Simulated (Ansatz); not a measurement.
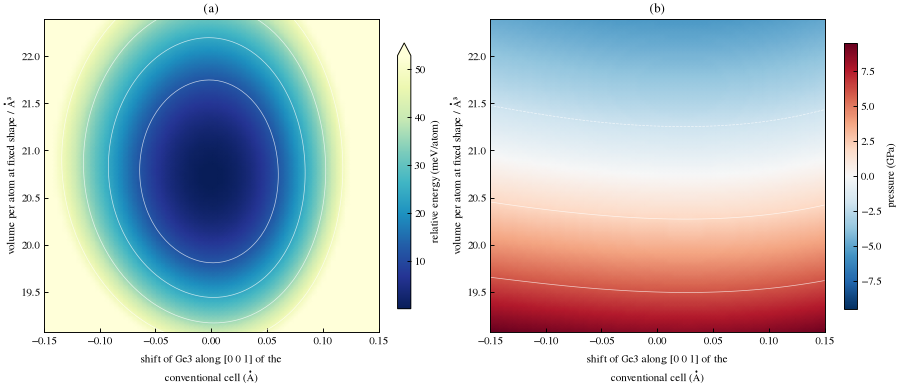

SiGe (P6_3mc, No. 186; 4 atoms in the cell). The energy is mapped over a free internal coordinate and the cell. First axis: shift of Ge3 along [0 0 1] of the conventional cell, Cartesian (0 0 1), its symmetry partners moved as symmetry demands (measured in the relaxed cell). Second axis: volume per atom at fixed shape. Nothing is relaxed (all other coordinates fixed). Grid: 7 × 7 points. Points are written as (first, second). Energies: meV/atom, counted from the lowest grid point. The band gap closes in part of the range. Computed with DFT LDA, scalar-relativistic, plane waves, PAW in Ansatz. Settings: cutoff 420 eV, k-mesh 12×12×6 in the order of the run's cell vectors, gaussian smearing 0.03 eV, no spin polarisation.

Panel (a) is the energy; panel (b) is the computed pressure, in GPa.

The picture shows a smooth colour map with a few white contour lines, one colour for all values above the top of the scale. Between grid points the surface is interpolated.

**How does the pressure vary over the map, and what is it at the lowest grid point?**

It runs from −5.5 GPa at (0.00 Å, 22.39 Å³) to 9.5 GPa at (−0.15 Å, 19.07 Å³). At the lowest grid point, (0.00 Å, 20.73 Å³), it is 0.0 GPa. The pressure is minus the slope of the energy with volume, so it vanishes at the true minimum, which need not be a grid point.

PAW datasets: the set soft_1.
